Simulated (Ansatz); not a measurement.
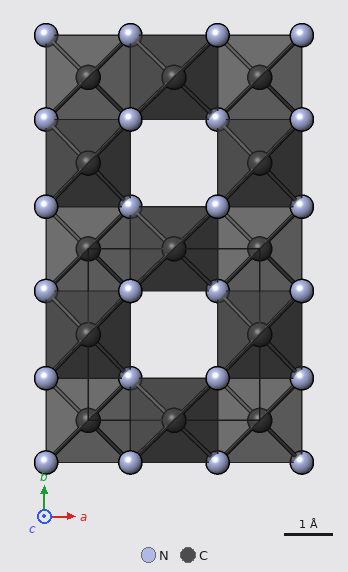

Crystalline C₃N₄ (set up in P-43m), before the relaxation. A polyhedral model of the cell of the calculation, repeated 1 × 2 × 1 with one cell outlined, seen along the c axis.

The run lets cell and atoms move.

Method: Kohn-Sham DFT of a periodic cell, PBEsol, Ansatz PAW (Ansatz).

Input
```yaml
crystal:
  lattice:
    - [3.62161658, 0.0, 0.0]
    - [0.0, 3.62161658, 0.0]
    - [0.0, 0.0, 3.62161658]
  atoms:
    - { symbol: "N", position: [0.754313, 0.245687, 0.245687] }
    - { symbol: "N", position: [0.245687, 0.754313, 0.245687] }
    - { symbol: "N", position: [0.245687, 0.245687, 0.754313] }
    - { symbol: "N", position: [0.754313, 0.754313, 0.754313] }
    - { symbol: C, position: [0.0, 0.5, 0.0] }
    - { symbol: C, position: [0.0, 0.0, 0.5] }
    - { symbol: C, position: [0.5, 0.0, 0.0] }
hamiltonian:
  xc: pbesol
  pseudopotentials: { kind: paw }
kpoints:
  mp_grid: { grid: [8, 8, 8] }
scf:
  occupations: { method: fermi_dirac, width: 0.05 }
output:
  forces: true
  stress: true
  eigenvalues: true
relax:
  f_tol: 0.01
  max_steps: 40
  cell: { stress_tol: 0.05 }
```

Run as
```bash
ansatz run input.yaml --threads 4 --pin off --max-ram 11264MiB --backend cpu --events-out ev --progress --plain --runs-dir out
```

What does the optimiser find from here?

The energy falls by 1.264 eV per cell of the calculation in 5 accepted moves (7 points after the start). Largest force component: 0.41 eV/Å at the start, 0.00059 eV/Å at the end. The pressure goes from −49.34 to −0.03 GPa. The SCF was repeated twice at an unchanged geometry on a basis and grid sized afresh for the cell, which shifted the energy by 26.6 meV per cell of the calculation at most. The atoms keep their places relative to the cell (all moves are under 0.005 Å). The drawn cell changes as follows: a = b = c 3.622 → 3.430 Å (−5.3 %); the volume changes by −15.0 %. Among the contacts that change: C–N 1.559 → 1.478 Å. The space group stays P-43m (No. 215).

History of the run:

```tsv
step	E − E(0), meV/atom	largest force component, eV/Å	pressure, GPa	volume, Å³/atom	note
0	0.00	0.4126	-49.34	6.786	
1	-142.76	1.2840	-15.74	5.963	
2	-184.07	0.1285	1.74	5.753	
3	-184.21	0.0165	-0.45	5.792	
4	-184.29	0.0010	-0.01	5.785	
5	-180.49	0.0037	-1.42	5.785	same geometry, new basis
6	-180.74	0.0005	0.01	5.765	
7	-180.58	0.0006	-0.03	5.765	same geometry, new basis
```

The end point in the same view:

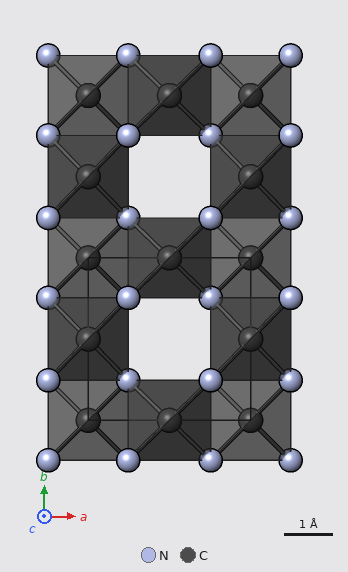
